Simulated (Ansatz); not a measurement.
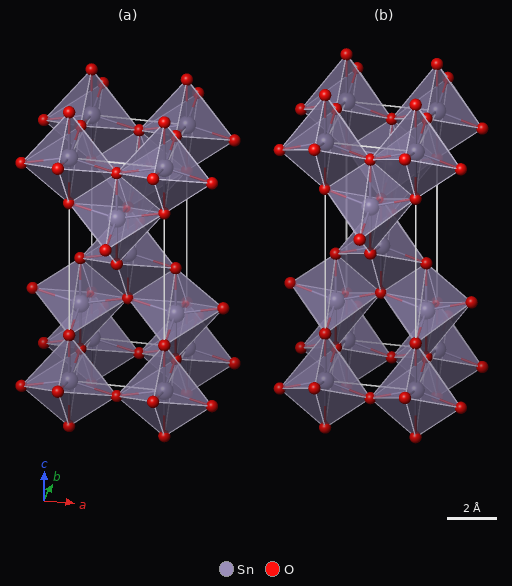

Left: a crystal of SnO₂ (built on the database structure type) at its r2SCAN-relaxed geometry. Right: the same structure after one change, at the same scale. The picture is a polyhedral view of the conventional cell (2 times the calculation's cell), seen from a free direction. Lengths and directions refer to the drawn axes.

Level of theory: Ansatz 0.2.0, DFT, HSE06, plane waves, PAW. Settings: plane-wave cutoff 420 eV; k-point mesh 6 × 6 × 6; occupations fixed; no spin polarisation.

What distinguishes the right structure from the left one?

Answer. The cell is strained by +7.0 % along c and −4.9 % across it (volume −3.3 %). The atoms and the free axis were relaxed with r2SCAN under that strain, and this is a single point on that geometry.

And its effect?

Answer. Energy change: +51.5 meV per atom. The pressure goes from −1.3 to 7.8 GPa. The principal stresses (compression positive) are −1.2 GPa along c and 12.3 GPa across it. The largest forces, 0.038 eV/Å, act on 4 O atoms of the calculation's cell. Among the bonded contacts that change: O–Sn 2.078 → 2.147 Å, O–Sn 2.055 → 1.988 Å. The space group stays I4_1/amd (No. 141).
